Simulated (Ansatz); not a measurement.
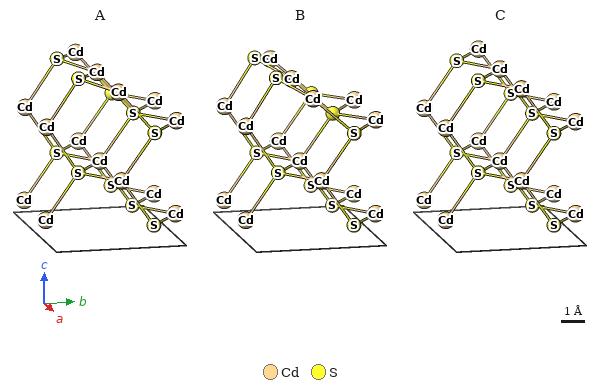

3 geometries from one constrained relaxation of a slab of composition CdS (cut from the F-43m phase), in shuffled order. The picture is a ball-and-stick view of the cell of the calculation, outlined in the plane, without the vacuum (origin shifted), seen slightly off an axis.

Case: clean slab, lower planes held. The slab is the (1 1 0) face of CdS. 8 atoms are held fixed.

Computed with DFT PBE, scalar-relativistic, plane waves, PAW (Ansatz). Set-up: plane-wave cutoff 420 eV; k-point mesh 2 × 3 × 1; occupations gaussian; smearing width 0.05 eV; no spin polarisation; dipole correction; atoms relaxed in a fixed cell; force threshold 0.03 eV/Å; at most 70 steps.

Question: Put them in the order of the run, from the start to the converged end.

Answer: C, A, B. They are steps 0, 1, 4, at +0.715 eV per cell of the calculation, +0.238 eV per cell of the calculation relative to the last. The largest moves, 0.57 Å, are those of Cd atoms. By element the largest moves are Cd 0.57 Å, S 0.16 Å. The cell doesn't change. Some distances before and after: Cd–S 2.566 → 2.482 Å, Cd–S 2.566 → 2.630 Å, Cd–S 2.566 → 2.505 Å, Cd–S 2.566 → 2.540 Å. Bond angles that change, for instance: Cd–S–Cd 109.5° → 94.1°, Cd–S–Cd 109.5° → 96.0°, S–Cd–S 109.5° → 120.9°. Over 3 accepted moves (4 points after the start) the energy falls by 0.715 eV per cell of the calculation. The largest force component goes from 0.91 to 0.03 eV/Å. 1 step only repeated the SCF at the same geometry. The run took 76 s on 4 threads of AMD EPYC 7R13 Processor (Zen 3), on a shared host, peak memory 2.2 GiB.
